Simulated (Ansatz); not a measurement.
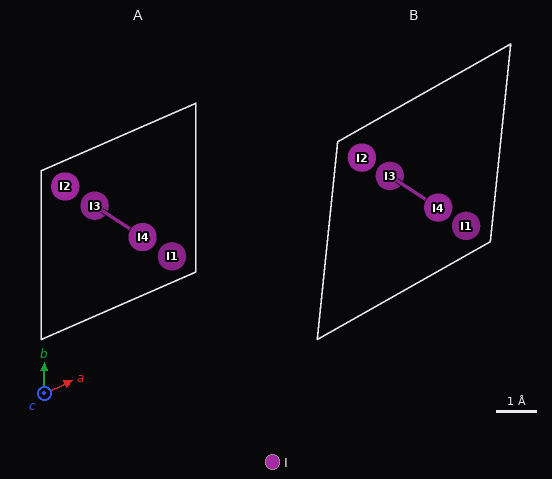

Two geometries of a crystal of I (built on the solid type) (coarse preliminary run), drawn at one scale. One is the start of a relaxation, the other its converged end. Style: ball-and-stick. Shown: the cell of the calculation, along the c axis.

All numbers below come from DFT PBE, scalar-relativistic, plane waves, PAW in Ansatz 0.2.0. Settings: plane-wave cutoff 420 eV; k-point mesh 6 × 6 × 2; occupations gaussian; smearing width 0.05 eV; no spin polarisation; cell and atoms relaxed; force threshold 0.03 eV/Å; at most 60 steps.

Which of the two is the end point?

Structure B is the relaxed one. The largest moves relative to the cell, 0.048 Å, are those of I1, I2, I3 and I4. I2 goes along [1 −1 −1]. The volume changes by +24.3 %, with a = b 4.254 → 5.012 Å (+17.8 %), c 9.796 → 9.862 Å (+0.7 %), γ 66.4° → 54.6°. Some distances before and after: I1–I2 2.717 → 2.814 Å. The space group stays Cmce (No. 64). The energy falls by 0.196 eV per cell of the calculation in 8 accepted moves (10 points after the start). Largest force component: 0.51 eV/Å at the start, 0.009 eV/Å at the end. Pressure: 1.78 GPa at the start and 0.00 GPa at the end. At 2 points the geometry stayed and the basis and grid were re-selected for the new cell (energy shift of 8.9 meV per cell of the calculation at most each time).
